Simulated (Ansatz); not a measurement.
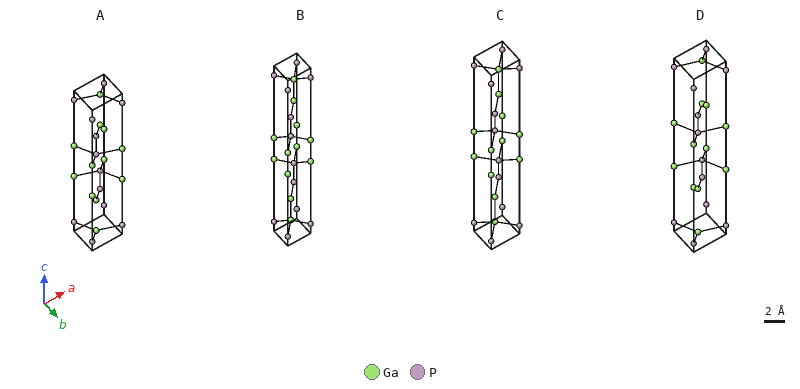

4 geometries from one relaxation of a crystal of GaP (set up in R-3m), in shuffled order. A ball-and-stick model of the conventional cell (3 times the calculation's cell), seen from a free direction. Lengths and directions refer to the drawn axes.

Case: relaxed kmesh: [1, 1, 1] Gamma-centred.

Method: DFT PBE, scalar-relativistic, plane waves, PAW in Ansatz. (plane-wave cutoff 420 eV; k-point mesh 1 × 1 × 1; occupations gaussian; smearing width 0.02 eV; no spin polarisation; cell and atoms relaxed; force threshold 0.01 eV/Å; at most 60 steps)

**Put them in the order of the run, from the start to the converged end.**

B, C, A, D. They are steps 0, 5, 11, 28, at +13.066 eV per cell of the calculation, +3.964 eV per cell of the calculation, +1.434 eV per cell of the calculation relative to the last. Over 24 accepted moves (28 points after the start) the energy falls by 13.066 eV per cell of the calculation. The largest force component goes from 3.2 to 0.0009 eV/Å. Pressure: 25.13 GPa at the start and 0.00 GPa at the end. The line search rejected the trial step at point 15 of the run. At 3 points the geometry stayed and the basis and grid were re-selected for the new cell (energy shift of 0.627 eV per cell of the calculation at most each time). The largest moves relative to the cell, 1.22 Å, are those of Ga atoms. Largest moves by element: Ga 1.22 Å, P 0.14 Å. Cell: a = b 3.886 → 5.519 Å (+42.0 %), c 19.292 → 20.176 Å (+4.6 %). Volume +110.9 %. Among the contacts that change: Ga–Ga 2.494 → 5.048 Å, Ga–P 2.403 → 3.191 Å, P–P 2.214 → 2.033 Å. Bonds break: Ga–Ga (2.49 → 5.05 Å). The space group stays R-3m (No. 166). The run took 30 s on 1 thread of Arm Neoverse V1 (shared host), peak memory 0.34 GiB.

Limits of the set-up: the k-point mesh is coarse for a cell with partly filled bands.
